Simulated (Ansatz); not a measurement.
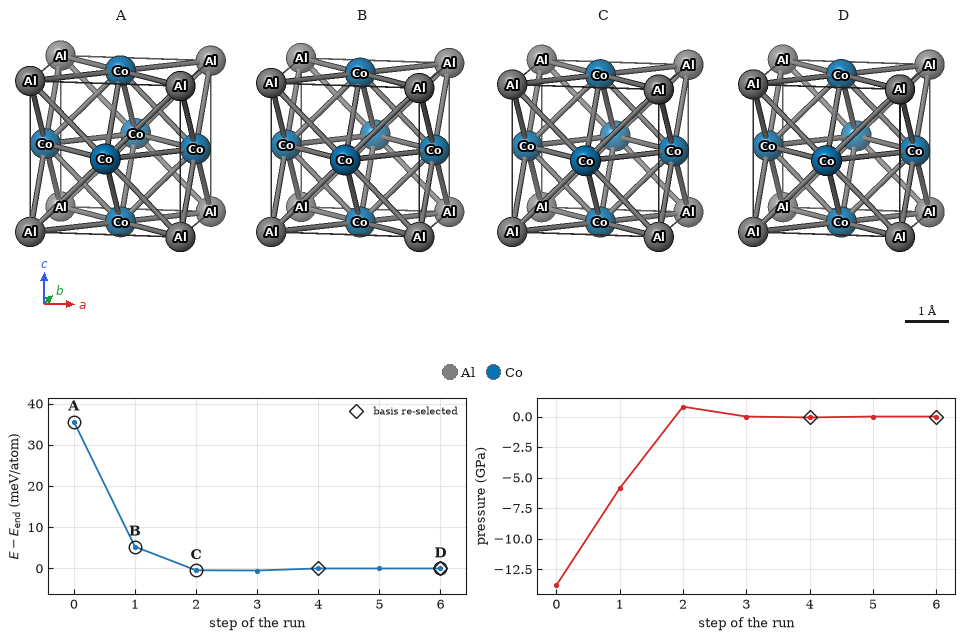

Frames of a relaxation of a crystal of AlCo₃ (set up in Pm-3m), marked on the history of the run. Style: ball-and-stick. Shown: the cell of the calculation, slightly off an axis.

Case: no spin polarisation.

Computed with DFT PBEsol, scalar-relativistic, plane waves, PAW (Ansatz).

The input:
```yaml
crystal:
  lattice:
    - [3.574948, 0.0, 0.0]
    - [0.0, 3.574948, 0.0]
    - [0.0, 0.0, 3.574948]
  atoms:
    - { symbol: Al, position: [0.0, 0.0, 0.0] }
    - { symbol: Co, position: [0.5, 0.5, 0.0] }
    - { symbol: Co, position: [0.5, 0.0, 0.5] }
    - { symbol: Co, position: [0.0, 0.5, 0.5] }
basis:
  ecutwfc: 420
kpoints:
  mp_grid: { grid: [12, 12, 12] }
hamiltonian:
  xc: pbesol
scf:
  occupations: { method: gaussian, width: 0.1 }
  lower_state_search: "off"
output:
  forces: true
  stress: true
  eigenvalues: true
relax:
  adjacent_minimum: "off"
  f_tol: 0.01
  max_steps: 60
  cell: { stress_tol: 0.05 }
```

Launched with:
```bash
ansatz run input.yaml --threads 1 --pin off --max-ram 2560MiB --backend cpu --events-out ev --progress --plain --runs-dir out
```

Q: Describe the path.

A: After 4 accepted moves (6 points after the start) the energy has fallen by 35.6 meV per atom. All forces vanish by symmetry, so only the cell relaxes. Pressure: −13.81 GPa at the start and 0.00 GPa at the end. At 2 points the geometry stayed and the basis and grid were re-selected for the new cell (energy shift of 0.5 meV per atom at most each time). The atoms keep their places relative to the cell (all moves are under 0.005 Å). The drawn cell changes as follows: a = b = c 3.575 → 3.492 Å (−2.3 %); the volume changes by −6.8 %. Among the contacts that change: Al1–Co2 2.528 → 2.469 Å, Co2–Co3 2.528 → 2.469 Å. The space group stays Pm-3m (No. 221). Cost: 27 s on 1 thread of Oxide Virtual Turin-like Processor (Zen 5) (shared host), peak memory 0.45 GiB. From step 0 to 1: volume −4.2 %, energy −30.3 meV per atom. From step 1 to 2: volume −3.0 %, energy −5.7 meV per atom. From step 2 to 6: volume +0.3 %, energy +0.4 meV per atom.

Limits of the set-up: an element that often carries a moment was run without spin polarisation.
